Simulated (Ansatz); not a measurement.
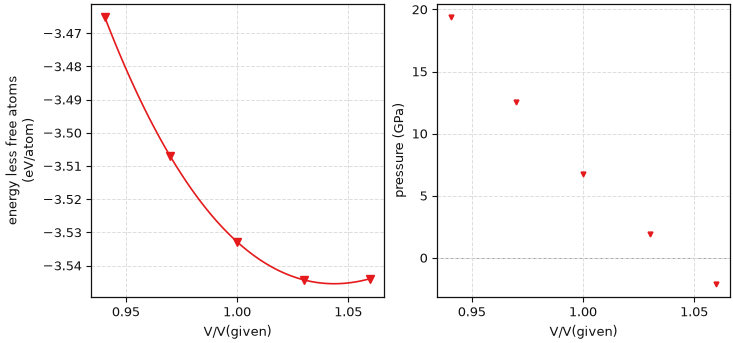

The figure shows the energy less free atoms and pressure against V/V(given) for CuAu, space group P4/mmm (No. 123).

The given structure:
```
CELL_PARAMETERS angstrom
2.80000 0.00000 0.00000
0.00000 2.80000 0.00000
0.00000 0.00000 3.67000
ATOMIC_POSITIONS crystal
Cu 0.50000 0.50000 0.50000
Au 0.00000 0.00000 0.00000
```

Calculation (Ansatz 0.2.0): periodic Kohn-Sham DFT of a crystal at fixed atoms, scaled to the stated factor times the given cell; pressure positive in compression, energy less spherical unpolarised free atoms. Level: PBE, no spin-orbit coupling.

- method: all-electron LAPW
- relativity: scalar
- k mesh: 12×12×9
- occupations: Fermi–Dirac
- smearing width: 0.08 eV
- basis error target: 0.5 (meV/atom)
- nucleus: Gaussian

V(given) is 14.39 Å³/atom.

Give the fitted equation-of-state parameters.

A third-order Birch–Murnaghan fit gives V0 = 15.02 Å³/atom, B0 = 140 GPa and B′ = 5.4.

How does the pressure vary with V/V(given)?

It falls from 19.4 GPa at V/V(given) 0.941 to −2.1 GPa at 1.060, and changes sign near 1.044.

Limits of the calculation: no spin-orbit coupling on heavy atoms; shape and atomic fractions are frozen while scaling, which makes layered, chain and framework solids too stiff.
